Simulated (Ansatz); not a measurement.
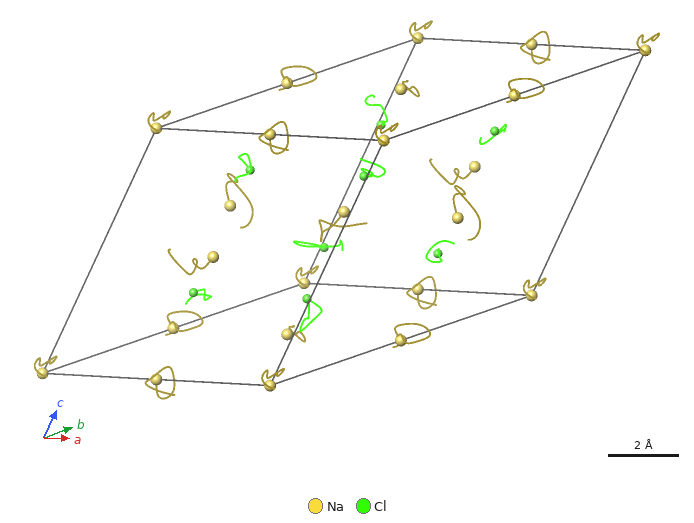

A Born-Oppenheimer molecular dynamics run of NaCl with a Na vacancy (15 atoms in the cell), 400 fs long. Lines trace each atom's path, in the colour of its element; spheres stand at the starting positions. Seen from a free direction in the reduced simulation cell.

Method: DFT PBE, scalar-relativistic, plane waves, PAW in Ansatz. Settings: plane-wave cutoff 420 eV; k-point mesh 2 × 2 × 2; Fermi-Dirac smearing 0.05 eV; low-accuracy preset; constant energy (NVE); velocities drawn for 1800 K; time step 2 fs.

> How do the atoms move?

In the second half of the run the atoms are, in the root-mean-square, this far from where they began (common drift taken out): Cl 0.72 Å, Na 0.66 Å. Against the typical shortest distance between atoms in the first frame, about 3.0 Å these are large excursions, but over 400 fs one can't yet tell strong vibration from the start of diffusion. The total energy stays between −0.15 and 5.9 meV per atom of its start. A straight-line fit has a slope that amounts to +2.4 meV per atom over 400 fs (2.2 % of the mean kinetic energy), its mean offset in the second half is 2.0 %, and the ripple about the line is 3.1 % of the kinetic energy's fluctuation. That is tolerable for a short run, though not tight (an offset or drift over 2 % of the kinetic energy, or a ripple over 7 %). The self-consistency threshold is loose, so the forces are noisy.

Limits of the set-up: the cell has an odd number of electrons but was run without spin polarisation; the k-point mesh is coarse for a cell with partly filled bands; the program's low-accuracy preset was used; the periodic images lie only 8.3 Å apart, so the values are limited by the cell's size.
